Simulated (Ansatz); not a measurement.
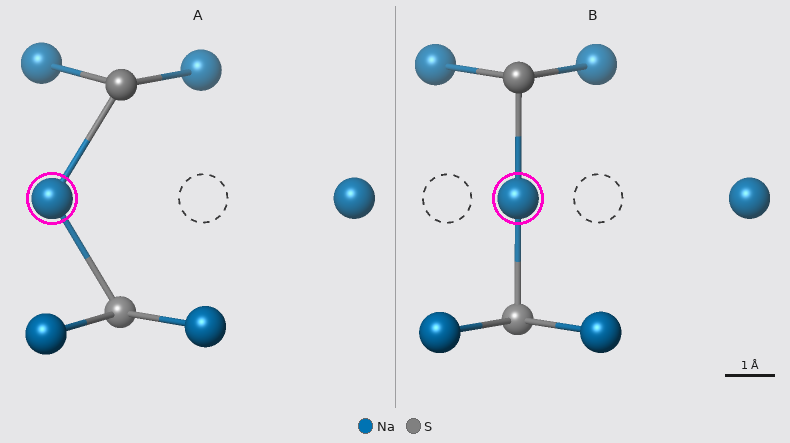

A vacancy jump of sodium in Na2S (Fm-3m phase), in a neutral cell with 23 atoms, whose images lie 9.3 Å apart. One frame is the relaxed vacancy; in the other the neighbouring Na atom (ringed) was set half-way along its jump of 3.28 Å and all atoms were relaxed in the symmetry of that start. Dashed circles mark empty sites. The picture is a ball-and-stick view of the slice 3.8 Å thick through the jump, out to 4.8 Å from its middle, seen across the jump.

Method: DFT PBE, scalar-relativistic, plane waves, PAW in Ansatz. (plane-wave cutoff 420 eV; k-point mesh 4 × 4 × 4; occupations gaussian; smearing width 0.05 eV; no spin polarisation; atoms relaxed in a fixed cell; force threshold 0.02 eV/Å).

> What does the half-way point cost?

Frame B is the half-way start after relaxation. It lies 0.29 eV above the relaxed vacancy. The atom stays half-way, on the straight line. The symmetry of the start was kept and can hold it there, so for a path with one hump at the middle this is the barrier or an upper bound to it. There it has 2 S as nearest neighbours, the closest at 2.55 Å. Both cells are metallic on the mesh.

Limits of the set-up: the cell has an odd number of electrons but was run without spin polarisation.
